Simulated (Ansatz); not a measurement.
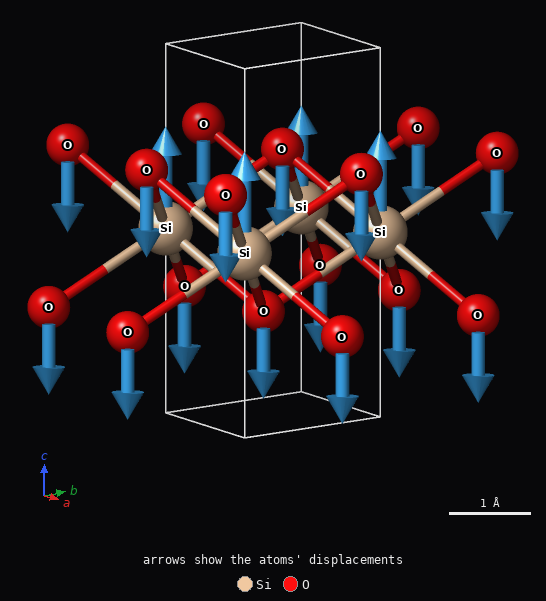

One vibrational mode of crystalline SiO₂ (a generated structure) at the zone centre. Displacements are drawn as blue arrows; their common scale and sign are arbitrary. The picture is a ball-and-stick view of the cell of the calculation, seen slightly off an axis.

Method: DFT PBE+D3(BJ), scalar-relativistic, plane waves, PAW in Ansatz. (plane-wave cutoff 420 eV; k-point mesh 12 × 12 × 6; occupations fixed; no spin polarisation)

Frequencies are those without the non-analytic (LO–TO) term.

Q: What mode is this, and where does it lie in the spectrum?

A: This is the A₂u mode at 838 cm⁻¹, the highest optical level, infrared-active by symmetry. The Si sublattice moves against the O sublattice, along c; the kinetic energy is shared as Si 53 %, O 47 %. Its infrared intensity is 5.9 (D/Å)²/amu.
